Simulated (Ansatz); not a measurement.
Consider CaSe.

```xyz
6
Lattice="2.9828 0.0000 -2.9828 -2.9828 2.9828 0.0000 6.1429 6.1429 6.1429" Properties=species:S:1:pos:R:3 pbc="T T T"
Ca    0.0000    0.0000    0.0000
Ca    3.0419    3.0418    0.0591
Ca    3.1010    6.0838    3.1010
Se    0.0296    3.0123    0.0296
Se    3.0714    3.0714    3.0714
Se    6.1133    6.1133    3.1305
```

Space group R-3m; changed on purpose from its base cell (strained and moved within a subgroup); computed pressure about −3 GPa in this cell.

The calculation used DFT PBEsol, scalar-relativistic, plane waves, PAW in Ansatz.

Question: Predict the valence pseudo-density and electron localisation function between the atoms.

Answer: Ca–Se (3.01 Å): the density is about 0.17 e/Å³ at the midpoint, with its minimum of 0.15 e/Å³ about 1.4 Å from Ca; the ELF is about 0.35 at the midpoint; an ionic contact with no shared pair.

Question: Does the calculation give a band gap?

Answer: It is gapped, with a Kohn–Sham gap of 2.0 eV on the k-point mesh, an upper bound to the gap of this method.

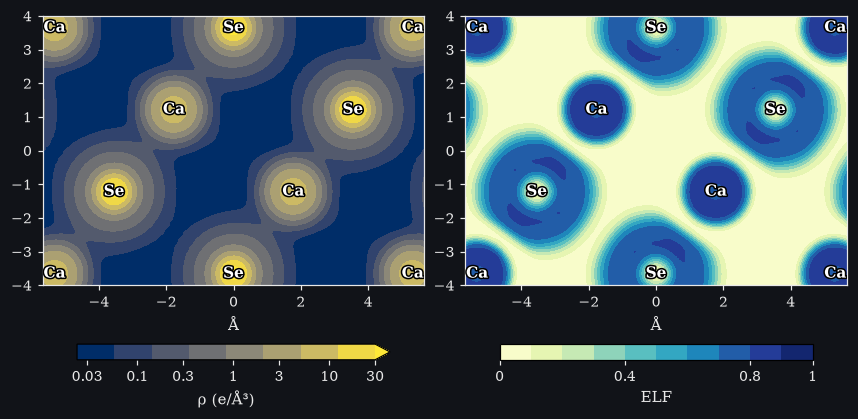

Computed valence pseudo-density and electron localisation function on the (110) plane of the conventional cell, in this order. 

The density is the valence pseudo-density of a PAW calculation; it isn't the true density close to the nuclei.
